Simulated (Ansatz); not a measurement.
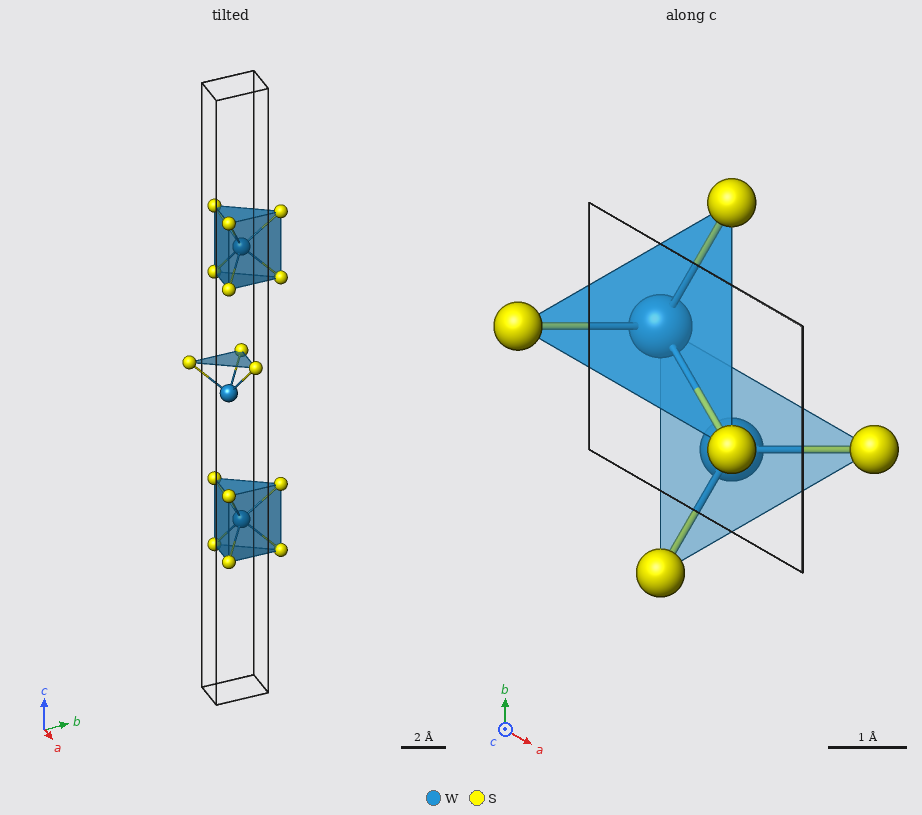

A polyhedral rendering, viewed slightly off an axis and along the c axis. The simulation cell is outlined; an atom on or near a face, edge or corner is repeated at each equivalent position. Some neighbours outside the box are added.

In words:

- The formula is W3S5.
- One cell contains 3 W, 5 S, 8 atoms in all.
- The coordination shell of S holds three W in a trigonal pyramidal arrangement at about 2.4 Å. W takes three kinds of site: 1c with three S in a trigonal pyramidal arrangement at about 2.4 Å; 1b with six S in a trigonal prismatic arrangement at about 2.4 Å; 1b with six S in a trigonal prismatic arrangement at about 2.4 Å. Not all metal-metal contacts are counted.
- The bonds build WS and WS2 layers parallel to (001).

Starting structure: a structure listed in the Materials Project. Earlier steps of the study, as a rule a relaxation of our own, may have changed the cell and positions, so they can lie some per cent off the listed ones. A calculation with Ansatz used it as input.
